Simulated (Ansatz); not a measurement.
## C₁₆H (charge +1): geometry relaxation (part 2 of 2)

C₁₆H (defect cell, 17 atoms in the cell, total charge +1); DFT PBE-D3(BJ), scalar-relativistic, plane waves, PAW, no spin polarisation (Ansatz 0.2.0); cutoff 420 eV, 3×3×3 k-mesh, Gaussian smearing of 0.02 eV. It belongs to a series of runs on one base structure; here: end point A relaxed.

Geometry of the input (Å; fractional positions):
```
0.0000  3.5700  3.5700
3.5700  0.0000  3.5700
3.5700  3.5700  0.0000
C  0.0000  0.0000  0.0000
C  0.1250  0.1250  0.1250
C  -0.0000  0.0000  0.5000
C  0.1250  0.1250  0.6250
C  -0.0000  0.5000  0.0000
C  0.1250  0.6250  0.1250
C  -0.0000  0.5000  0.5000
C  0.1250  0.6250  0.6250
C  0.5000  -0.0000  0.0000
C  0.6250  0.1250  0.1250
C  0.5000  0.0000  0.5000
C  0.6250  0.1250  0.6250
C  0.5000  0.5000  0.0000
C  0.6250  0.6250  0.1250
C  0.5000  0.5000  0.5000
C  0.6250  0.6250  0.6250
H  0.3644  0.3880  0.3885
```

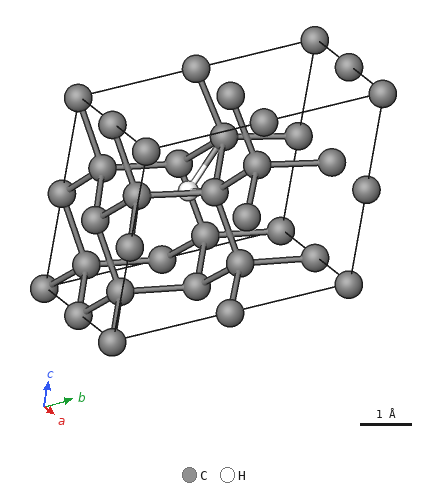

Fig. 1: The geometry at step 5 of the log (ball-and-stick view of the cell of the calculation, seen slightly off an axis).

## Output, continued
```
SCF iter   1: F=—  HF=-4041.992475 eV  |F-HF|=—  |Δ(HF+E_count)|=         —  Δρ=6.64e-3  dr2=1.70e-2  ethr=2.65e-4  ⟨swp⟩=4.6  Hψ=1619  notcnv=0  defer=168
preconditioner: auto → Resta (q_TF=auto, 2.573 Å⁻¹)  ε∞=4.3  [insulator: Δε(μ)=2.620 eV  Ē_g=17.027 eV  σ=0.020 eV  W_gap=1.00  n_scr=26 (ndim 8)  ℏωp=31.1 eV  f_vac=0.000  D(μ)=0.00/eV (n_scr^D=0)  ε∞_Penn≈4.3]
SCF iter   2: F=—  HF=-4041.990518 eV  |F-HF|=—  |Δ(HF+E_count)|=   1.96e-3  Δρ=3.63e-3  dr2=4.75e-3  ethr=2.65e-5  ⟨swp⟩=2.0  Hψ=928  notcnv=0  defer=168
SCF iter   3: F=—  HF=-4041.990052 eV  |F-HF|=—  |Δ(HF+E_count)|=   4.66e-4  Δρ=2.65e-4  dr2=4.34e-5  ethr=7.42e-6  ⟨swp⟩=2.0  Hψ=1021  notcnv=0  defer=168
SCF iter   4: F=—  HF=-4041.990047 eV  |F-HF|=—  |Δ(HF+E_count)|=   5.23e-6  Δρ=7.45e-5  dr2=2.78e-6  ethr=5.38e-9  ⟨swp⟩=5.0  Hψ=2158  notcnv=0
SCF iter   5: F=-4041.990048 eV  HF=-4041.990048 eV  |F-HF|=1.58e-8  |Δ(HF+E_count)|=   1.13e-6  Δρ=1.73e-5  dr2=2.13e-7  ethr=4.35e-9  ⟨swp⟩=2.0  Hψ=1938  notcnv=0
SCF 9 converged in 5 iterations: F = -4041.990048 eV  dr2 = 2.13e-7
  greatest PAW one-centre occupation: 0.655 electrons in one spin orbital (limit 2), on the C atom at site 7 (counted from 0), in its partial waves of l = 0
relax step   9: F+E_penalty+E_count = -4041.99004780 eV  Δ(F+E_penalty+E_count) = -7.503e-3 eV  max|allowed force component| = 4.113e-2 eV/Å  Δτ_max = 0.1204 Å  (5 SCF iters, dr2 threshold 3.44e-6 eV, accepted)
SCF iter   1: F=—  HF=-4041.990440 eV  |F-HF|=—  |Δ(HF+E_count)|=         —  Δρ=1.34e-3  dr2=7.00e-4  ethr=9.68e-6  ⟨swp⟩=3.1  Hψ=1496  notcnv=0  defer=169
preconditioner: auto → Resta (q_TF=auto, 2.573 Å⁻¹)  ε∞=4.3  [insulator: Δε(μ)=2.551 eV  Ē_g=17.028 eV  σ=0.020 eV  W_gap=1.00  n_scr=26 (ndim 8)  ℏωp=31.1 eV  f_vac=0.000  D(μ)=0.00/eV (n_scr^D=0)  ε∞_Penn≈4.3]
SCF iter   2: F=—  HF=-4041.990355 eV  |F-HF|=—  |Δ(HF+E_count)|=   8.51e-5  Δρ=7.22e-4  dr2=1.88e-4  ethr=1.09e-6  ⟨swp⟩=1.2  Hψ=801  notcnv=0  defer=169
SCF iter   3: F=—  HF=-4041.990331 eV  |F-HF|=—  |Δ(HF+E_count)|=   2.39e-5  Δρ=6.57e-5  dr2=2.66e-6  ethr=2.94e-7  ⟨swp⟩=2.0  Hψ=951  notcnv=0  defer=169
SCF iter   4: F=—  HF=-4041.990332 eV  |F-HF|=—  |Δ(HF+E_count)|=   8.26e-7  Δρ=1.76e-5  dr2=1.54e-7  ethr=4.15e-9  ⟨swp⟩=2.0  Hψ=888  notcnv=0  defer=169
SCF iter   5: F=-4041.990332 eV  HF=-4041.990332 eV  |F-HF|=2.46e-9  |Δ(HF+E_count)|=   5.61e-8  Δρ=4.19e-6  dr2=1.21e-8  ethr=1.56e-10  ⟨swp⟩=4.0  Hψ=1917  notcnv=0
SCF 10 converged in 5 iterations: F = -4041.990332 eV  dr2 = 1.21e-8
relax step  10: F+E_penalty+E_count = -4041.99033220 eV  Δ(F+E_penalty+E_count) = -2.844e-4 eV  max|allowed force component| = 1.099e-2 eV/Å  Δτ_max = 0.0224 Å  (5 SCF iters, accepted)
SCF converged after 5 iterations
Free energy (F): -4041.990332 eV
Harris-Foulkes:  -4041.990332 eV  (|F-HF|=2.46e-9)
Internal energy: -4041.990332 eV  (E = F + TS)
E sigma→0 (E₀):  -4041.990332 eV
Fermi energy:    14.771448 eV
--- Per-component energies (eV) ---
  E_band       = 275.216383
  E_kinetic    = 1473.065009
  E_local      = -975.161906  (includes V_loc(G=0)·N_el)
  E_nonlocal   = 425.600355
  E_hartree    = 212.123965
  E_xc         = -778.587245
  E_vxc        = -966.556243  (∫ρ·V_xc dr)
  E_paw        = -1587.004248  (= ΣΔE_a)
  E_vpaw       = -105.977626  (= ΣTr[D̂ρ^β])
  E_aug_tail   = -0.001094  (compensation charges beyond the density's cutoff)
  E_ewald      = -2808.792135
  E_disp       = -3.233033  (pairwise vdW)
  E_smearing   = -0.000000  (= −TS)
  E_closure    = -0.000000  (closes the sum)
  E_deformation_potential = 21.846849  (in the stress; not in F)
  Σ components = -4041.990332   (vs F -4041.990332, Δ=0.00e0)
--- Forces (eV/Å), atoms counted from 1 ---
  atom   1  C     -0.00062872    -0.00245614    -0.00304017
  atom   2  C      0.00029288     0.00189500    -0.00137070
  atom   3  C      0.00435714    -0.00112306    -0.00938978
  atom   4  C      0.00035774    -0.00240926     0.00101945
  atom   5  C      0.00023559    -0.00518592    -0.00156804
  atom   6  C      0.00137438    -0.00014823    -0.00277745
  atom   7  C      0.00092285    -0.00374346    -0.00139934
  atom   8  C     -0.00800100     0.00846112     0.01068781
  atom   9  C     -0.00047762     0.00143449    -0.00144877
  atom  10  C      0.00002547    -0.00021268     0.00051247
  atom  11  C      0.00234997     0.00112020     0.00134252
  atom  12  C      0.00062763     0.00099634     0.00898230
  atom  13  C     -0.00352199     0.00096314     0.00130500
  atom  14  C     -0.00167449     0.00632238     0.00020375
  atom  15  C      0.01098514    -0.00940370    -0.00745267
  atom  16  C     -0.00694959     0.00105415     0.00672922
  atom  17  H     -0.00029401     0.00242260    -0.00232423
  max |Σ_I F_I| component: 1.86e-5 eV/Å
--- Relaxed structure (10 steps of the walk, 10 accepted, 0 SCFs on fresh bases) ---
  F+E_penalty+E_count = -4041.99033220 eV   max|allowed force component| = 1.099e-2 eV/Å
  atoms:
    - { symbol: C, position: [0.0025708098530928735, -0.0011071808540932303, -0.010326537171846496] }
    - { symbol: C, position: [0.13127560060529359, 0.12314469769653517, 0.11051092057715173] }
    - { symbol: C, position: [0.01001704629108985, -0.0011072373803505658, 0.4839476008628806] }
    - { symbol: C, position: [0.12720252810356159, 0.12213138168361626, 0.6161680491353565] }
    - { symbol: C, position: [0.0014768026468340856, 0.49871382622049304, -0.007396820336243115] }
    - { symbol: C, position: [0.12524111305408359, 0.6257647735107258, 0.11574814931536759] }
    - { symbol: C, position: [-0.009320628337437048, 0.5001358800816466, 0.4901652410724828] }
    - { symbol: C, position: [0.09728067172849225, 0.635746325756863, 0.6270087674431502] }
    - { symbol: C, position: [0.505900942688766, -0.0011456975230143551, -0.011100129207600007] }
    - { symbol: C, position: [0.6285762878783325, 0.12320739341692866, 0.11499762457894314] }
    - { symbol: C, position: [0.5038891428908708, -0.002390211417531485, 0.48851958087114955] }
    - { symbol: C, position: [0.6403242330875614, 0.11314840443845903, 0.6145367971900597] }
    - { symbol: C, position: [0.49987043277998805, 0.4970342411045838, -0.005843507272856374] }
    - { symbol: C, position: [0.6297918044233879, 0.6248850528217502, 0.11199310695870968] }
    - { symbol: C, position: [0.5338978643772998, 0.49198571106848726, 0.4777105738145372] }
    - { symbol: C, position: [0.621035659596049, 0.6249745064844182, 0.6207472522550785] }
    - { symbol: H, position: [0.31539298833273344, 0.41288473289048233, 0.5511010299136787] }
```

## Trajectory as extended XYZ (Å, eV, eV/Å), 10 frames, from step=1 to step=10
```
17
Lattice="0.0000 3.5700 3.5700 3.5700 0.0000 3.5700 3.5700 3.5700 0.0000" Properties=species:S:1:pos:R:3:forces:R:3 step=1 energy=-4041.07145
C     0.0000    0.0000    0.0000    0.3332   0.2735   0.2711
C     0.8925    0.8925    0.8925   -0.0317   0.0001   0.0025
C     1.7850    1.7850    0.0000   -0.2941  -0.3456   0.3561
C     2.6775    2.6775    0.8925   -0.0884   0.0804  -1.1908
C     1.7850    0.0000    1.7850   -0.2934   0.3577  -0.3471
C     2.6775    0.8925    2.6775   -0.0891  -1.1901   0.0832
C     3.5700    1.7850    1.7850    0.2186  -0.6410  -0.6357
C     4.4625    2.6775    2.6775    1.3795  -0.0285  -0.0264
C     0.0000    1.7850    1.7850    0.3551  -0.2827  -0.2850
C     0.8925    2.6775    2.6775   -1.0759   0.0023   0.0060
C     1.7850    3.5700    1.7850   -0.6000   0.2926  -0.3546
C     2.6775    4.4625    2.6775   -0.1185   1.2379  -0.1019
C     1.7850    1.7850    3.5700   -0.5934  -0.3530   0.2915
C     2.6775    2.6775    4.4625   -0.1191  -0.1045   1.2371
C     3.5700    3.5700    3.5700    0.2614   0.6197   0.6254
C     4.4625    4.4625    4.4625    0.3026   0.0342   0.0296
H     2.7721    2.6879    2.6862    0.4530   0.0472   0.0390
17
Lattice="0.0000 3.5700 3.5700 3.5700 0.0000 3.5700 3.5700 3.5700 0.0000" Properties=species:S:1:pos:R:3:forces:R:3 step=2 energy=-4041.18465
C     0.0021    0.0033    0.0033   -0.0383  -0.0393  -0.0393
C     0.8890    0.8922    0.8923   -0.0024  -0.0005  -0.0003
C     1.7785    1.7797    0.0052    0.0139   0.0197  -0.0176
C     2.6749    2.6773    0.8780   -0.0506   0.0147  -0.3389
C     1.7786    0.0052    1.7797    0.0141  -0.0178   0.0199
C     2.6749    0.8780    2.6774   -0.0503  -0.3373   0.0156
C     3.5724    1.7772    1.7773    0.0321  -0.3211  -0.3167
C     4.4769    2.6771    2.6771    0.4415  -0.0169  -0.0158
C     0.0025    1.7812    1.7812   -0.0339   0.0365   0.0366
C     0.8772    2.6773    2.6774   -0.2395  -0.0026  -0.0018
C     1.7796    3.5710    1.7832   -0.3574   0.1937  -0.2219
C     2.6747    4.4772    2.6772   -0.0627   0.3638  -0.0306
C     1.7797    1.7832    3.5710   -0.3544  -0.2230   0.1951
C     2.6747    2.6771    4.4772   -0.0624  -0.0313   0.3624
C     3.5735    3.5779    3.5780    0.0253   0.2879   0.2928
C     4.4685    4.4631    4.4630    0.1023   0.0091   0.0071
H     2.7943    2.6900    2.6878    0.6222   0.0644   0.0534
17
Lattice="0.0000 3.5700 3.5700 3.5700 0.0000 3.5700 3.5700 3.5700 0.0000" Properties=species:S:1:pos:R:3:forces:R:3 step=3 energy=-4041.25725
C    -0.0030    0.0018    0.0019   -0.1040  -0.1133  -0.1128
C     0.8824    0.8916    0.8918   -0.0172  -0.0034  -0.0036
C     1.7731    1.7782    0.0061    0.0855   0.0865  -0.0754
C     2.6693    2.6767    0.8679   -0.0493   0.0329   0.2104
C     1.7732    0.0060    1.7784    0.0859  -0.0765   0.0875
C     2.6693    0.8678    2.6768   -0.0487   0.2120   0.0329
C     3.5725    1.7684    1.7686   -0.3696  -0.0248  -0.0190
C     4.4865    2.6763    2.6765   -0.1719  -0.0316  -0.0312
C    -0.0022    1.7816    1.7817   -0.0972   0.1139   0.1145
C     0.8662    2.6769    2.6770    0.2765  -0.0005  -0.0003
C     1.7702    3.5739    1.7792   -0.0675  -0.0522   0.0347
C     2.6688    4.4874    2.6767   -0.0716  -0.1920  -0.0539
C     1.7705    1.7792    3.5739   -0.0651   0.0322  -0.0490
C     2.6689    2.6766    4.4875   -0.0707  -0.0537  -0.1934
C     3.5742    3.5861    3.5863   -0.4240  -0.0296  -0.0225
C     4.4687    4.4631    4.4630    0.1227   0.0064   0.0033
H     2.8634    2.6964    2.6928    0.9865   0.0937   0.0781
17
Lattice="0.0000 3.5700 3.5700 3.5700 0.0000 3.5700 3.5700 3.5700 0.0000" Properties=species:S:1:pos:R:3:forces:R:3 step=4 energy=-4041.48790
C    -0.0163   -0.0026   -0.0023   -0.1285  -0.1439  -0.1421
C     0.8672    0.8903    0.8909   -0.0619  -0.0095  -0.0097
C     1.7613    1.7766    0.0063    0.0871   0.0870  -0.0362
C     2.6549    2.6767    0.8561   -0.0311   0.0475   0.8742
C     1.7615    0.0059    1.7771    0.0874  -0.0392   0.0896
C     2.6549    0.8560    2.6771   -0.0266   0.8755   0.0448
C     3.5631    1.7550    1.7556   -1.0588   0.0827   0.0897
C     4.4937    2.6739    2.6744   -0.6940  -0.1424  -0.1446
C    -0.0149    1.7838    1.7841   -0.1145   0.1456   0.1478
C     0.8512    2.6758    2.6762    0.8027   0.0082   0.0054
C     1.7515    3.5769    1.7734    0.4257  -0.3948   0.3974
C     2.6534    4.4990    2.6738   -0.0984  -0.8332  -0.0876
C     1.7520    1.7733    3.5771    0.4274   0.3961  -0.3919
C     2.6535    2.6734    4.4992   -0.0919  -0.0833  -0.8357
C     3.5651    3.5967    3.5973   -1.2477  -0.0612  -0.0485
C     4.4627    4.4622    4.4621    0.2263  -0.0022  -0.0063
H     3.0572    2.7149    2.7078    1.4968   0.0670   0.0538
17
Lattice="0.0000 3.5700 3.5700 3.5700 0.0000 3.5700 3.5700 3.5700 0.0000" Properties=species:S:1:pos:R:3:forces:R:3 step=5 energy=-4041.80812
C    -0.0359   -0.0078   -0.0066    0.1588  -0.0311  -0.0352
C     0.8456    0.8899    0.8918   -0.1049   0.0035  -0.0008
C     1.7486    1.7734    0.0103   -0.1585   0.1385  -0.0841
C     2.6427    2.6700    0.8593    0.0330   0.0607   0.7996
C     1.7493    0.0088    1.7749   -0.1493  -0.0857   0.1389
C     2.6433    0.8588    2.6710    0.0354   0.8007   0.0628
C     3.5381    1.7330    1.7343   -0.4886   0.2829   0.2899
C     4.5055    2.6663    2.6673   -1.0864  -0.1073  -0.1143
C    -0.0359    1.7891    1.7905    0.2119   0.0241   0.0182
C     0.8477    2.6758    2.6768    0.5591   0.0085   0.0062
C     1.7513    3.5683    1.7830    0.3133  -0.2479   0.2178
C     2.6390    4.4967    2.6803   -0.0053  -0.7789  -0.0282
C     1.7525    1.7826    3.5688    0.3117   0.2146  -0.2426
C     2.6398    2.6792    4.4972    0.0005  -0.0287  -0.7844
C     3.5324    3.6186    3.6200   -0.7183  -0.1619  -0.1457
C     4.4739    4.4608    4.4608   -0.2551  -0.0713  -0.0780
H     3.2339    2.7243    2.7065    1.3429  -0.0204  -0.0199
17
Lattice="0.0000 3.5700 3.5700 3.5700 0.0000 3.5700 3.5700 3.5700 0.0000" Properties=species:S:1:pos:R:3:forces:R:3 step=6 energy=-4041.82636
C    -0.0384   -0.0068   -0.0053   -0.1452  -0.1040  -0.0975
C     0.8298    0.8910    0.8933    0.0137   0.0177   0.0166
C     1.7254    1.7771    0.0112    0.2833   0.0201  -0.0811
C     2.6348    2.6702    0.8715   -0.1240   0.0636   0.1749
C     1.7269    0.0091    1.7789    0.2885  -0.0784   0.0180
C     2.6359    0.8710    2.6717   -0.1215   0.1646   0.0647
C     3.5130    1.7215    1.7236   -0.2469   0.0577   0.0338
C     4.4883    2.6586    2.6599    2.8533  -0.1159  -0.0626
C    -0.0389    1.7899    1.7916   -0.1733   0.1123   0.1207
C     0.8524    2.6764    2.6777    0.1714  -0.0085  -0.0146
C     1.7505    3.5632    1.7884    0.1537  -0.0998   0.1131
C     2.6270    4.4876    2.6834   -0.0490  -0.2621  -0.0316
C     1.7521    1.7878    3.5638    0.1289   0.1071  -0.1006
C     2.6285    2.6818    4.4880   -0.0515  -0.0404  -0.2478
C     3.4923    3.6351    3.6379   -0.2850  -0.0480  -0.0937
C     4.4623    4.4572    4.4571   -0.0948  -0.0355  -0.0119
H     3.4302    2.7169    2.6935   -2.6012   0.2496   0.1996
17
Lattice="0.0000 3.5700 3.5700 3.5700 0.0000 3.5700 3.5700 3.5700 0.0000" Properties=species:S:1:pos:R:3:forces:R:3 step=7 energy=-4041.96760
C    -0.0367   -0.0094   -0.0061    0.0000  -0.0190  -0.0183
C     0.8361    0.8881    0.8931   -0.0518  -0.0269  -0.0285
C     1.7363    1.7754    0.0118    0.0115   0.0589  -0.0650
C     2.6414    2.6683    0.8762    0.0394   0.0196  -0.0010
C     1.7403    0.0074    1.7787   -0.0049  -0.0651   0.0471
C     2.6438    0.8749    2.6712    0.0276  -0.0182   0.0229
C     3.5334    1.7267    1.7300    0.0002   0.0532   0.0484
C     4.5135    2.6195    2.6218   -0.2056   0.0735   0.0827
C    -0.0388    1.7863    1.7904    0.0113   0.0371   0.0346
C     0.8565    2.6721    2.6749   -0.0412   0.0078   0.0091
C     1.7516    3.5562    1.7838   -0.0076  -0.0199   0.0244
C     2.6219    4.4839    2.6792    0.0006  -0.0046   0.0212
C     1.7543    1.7824    3.5581   -0.0142   0.0123  -0.0279
C     2.6255    2.6753    4.4848    0.0004   0.0260  -0.0110
C     3.4713    3.6400    3.6447   -0.0374  -0.3475  -0.3551
C     4.4594    4.4456    4.4462   -0.0187   0.0151   0.0177
H     3.3624    2.7952    2.7474    0.2904   0.1979   0.1987
17
Lattice="0.0000 3.5700 3.5700 3.5700 0.0000 3.5700 3.5700 3.5700 0.0000" Properties=species:S:1:pos:R:3:forces:R:3 step=8 energy=-4041.98254
C    -0.0365   -0.0197    0.0024   -0.0120  -0.0564  -0.0628
C     0.8371    0.8705    0.9039   -0.0310   0.0857   0.0244
C     1.7256    1.7699    0.0236    0.1021  -0.0401  -0.0424
C     2.6378    2.6610    0.8816   -0.0395  -0.0020   0.1000
C     1.7519   -0.0088    1.7872   -0.0097  -0.0568  -0.0746
C     2.6511    0.8671    2.6782   -0.0823   0.0626   0.0445
C     3.5327    1.7228    1.7433    0.1569  -0.0740  -0.0909
C     4.5142    2.6009    2.6172   -0.0602  -0.0961  -0.0172
C    -0.0395    1.7724    1.7999   -0.0122  -0.0044  -0.0497
C     0.8536    2.6606    2.6802    0.0354   0.0385   0.0316
C     1.7394    3.5490    1.7857   -0.0009  -0.0161  -0.0330
C     2.6060    4.4795    2.6844   -0.1012   0.1125   0.0418
C     1.7568    1.7726    3.5597   -0.0607  -0.0674  -0.0553
C     2.6321    2.6573    4.4826   -0.1430   0.0485   0.0706
C     3.4543    3.6253    3.6552    0.2347  -0.0211   0.0010
C     4.4490    4.4385    4.4427    0.0077   0.0321   0.1187
H     3.4065    2.9689    2.6585    0.0161   0.0548  -0.0066
17
Lattice="0.0000 3.5700 3.5700 3.5700 0.0000 3.5700 3.5700 3.5700 0.0000" Properties=species:S:1:pos:R:3:forces:R:3 step=9 energy=-4041.99005
C    -0.0403   -0.0264    0.0045   -0.0100   0.0018   0.0090
C     0.8347    0.8647    0.9072    0.0036  -0.0009   0.0102
C     1.7258    1.7635    0.0303   -0.0258   0.0144   0.0176
C     2.6362    2.6549    0.8894   -0.0011  -0.0071  -0.0096
C     1.7535   -0.0194    1.7857   -0.0110   0.0106   0.0006
C     2.6470    0.8615    2.6810    0.0038   0.0031  -0.0067
C     3.5354    1.7172    1.7514   -0.0160   0.0028   0.0067
C     4.5078    2.5895    2.6192    0.0397  -0.0229  -0.0064
C    -0.0432    1.7678    1.8011   -0.0011  -0.0057   0.0050
C     0.8502    2.6561    2.6835    0.0226  -0.0101  -0.0076
C     1.7365    3.5441    1.7902   -0.0043   0.0021   0.0027
C     2.6004    4.4798    2.6897   -0.0026  -0.0031  -0.0169
C     1.7532    1.7651    3.5591    0.0108   0.0087   0.0090
C     2.6304    2.6502    4.4797    0.0086  -0.0162  -0.0040
C     3.4647    3.6108    3.6600   -0.0168   0.0368   0.0411
C     4.4478    4.4348    4.4491    0.0153  -0.0248  -0.0263
H     3.4320    3.0736    2.6049   -0.0158   0.0104  -0.0245
17
Lattice="0.0000 3.5700 3.5700 3.5700 0.0000 3.5700 3.5700 3.5700 0.0000" Properties=species:S:1:pos:R:3:forces:R:3 step=10 energy=-4041.99033
C    -0.0408   -0.0277    0.0052   -0.0006  -0.0025  -0.0030
C     0.8342    0.8632    0.9083    0.0003   0.0019  -0.0014
C     1.7237    1.7635    0.0318    0.0044  -0.0011  -0.0094
C     2.6357    2.6538    0.8901    0.0004  -0.0024   0.0010
C     1.7540   -0.0211    1.7857    0.0002  -0.0052  -0.0016
C     2.6472    0.8603    2.6811    0.0014  -0.0001  -0.0028
C     3.5354    1.7166    1.7522    0.0009  -0.0037  -0.0014
C     4.5080    2.5857    2.6169   -0.0080   0.0085   0.0107
C    -0.0437    1.7664    1.8020   -0.0005   0.0014  -0.0014
C     0.8504    2.6546    2.6839    0.0000  -0.0002   0.0005
C     1.7355    3.5429    1.7904    0.0024   0.0011   0.0013
C     2.5978    4.4799    2.6899    0.0006   0.0010   0.0090
C     1.7536    1.7637    3.5589   -0.0035   0.0010   0.0013
C     2.6307    2.6482    4.4792   -0.0017   0.0063   0.0002
C     3.4618    3.6114    3.6624    0.0110  -0.0094  -0.0075
C     4.4472    4.4332    4.4483   -0.0069   0.0011   0.0067
H     3.4414    3.0934    2.6000   -0.0003   0.0024  -0.0023
```

## Key numbers

| quantity | value |
| --- | --- |
| outcome | converged |
| electrons treated | 64 |
| free energy | −4041.9903 eV |
| Fermi energy | 14.771 eV |
| final volume | 91.00 Å³ |
| largest force (length of the vector) at the end | 0.016 eV/Å |
| hardware | 1 thread of Intel Xeon (Sapphire Rapids), 16 GiB of memory available, shared host |
| wall time | 28 s |
| peak memory | 0.37 GiB |

## Remarks

The k-point mesh is coarse for a cell of this size, so the results may not be converged.
